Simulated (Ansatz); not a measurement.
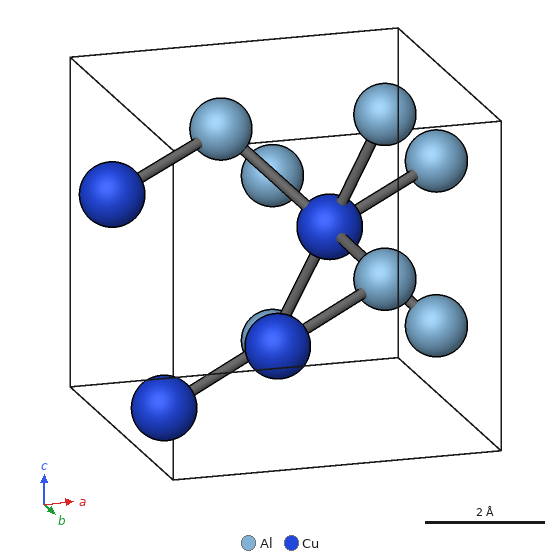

The image is a ball-and-stick drawing of a crystal, viewed from a general direction. The frame is the supercell; atoms at its boundary are shown with their periodic copies. The host is Al$_{2}$Cu, in a cell of 12 sites, and the cell is neutral.

Q: Where does the cell differ from the host, and how?

A: An aluminium vacancy. Around the empty site lie six Al and four Cu at about 2.5 to 2.9 Å.

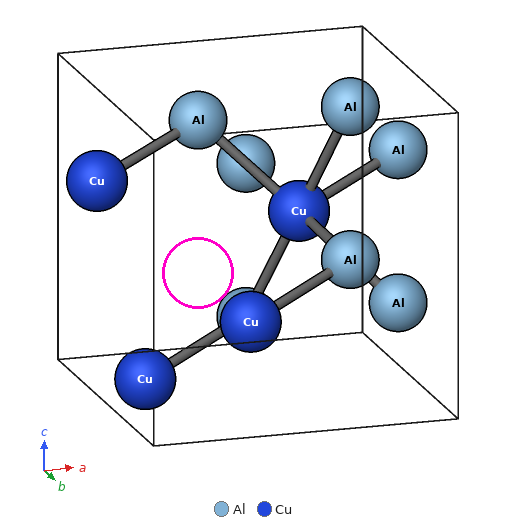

The same cell with a ring at the defect's site.

The atoms were relaxed in the host's cell with Ansatz, DFT PBE, scalar-relativistic, plane waves, PAW.
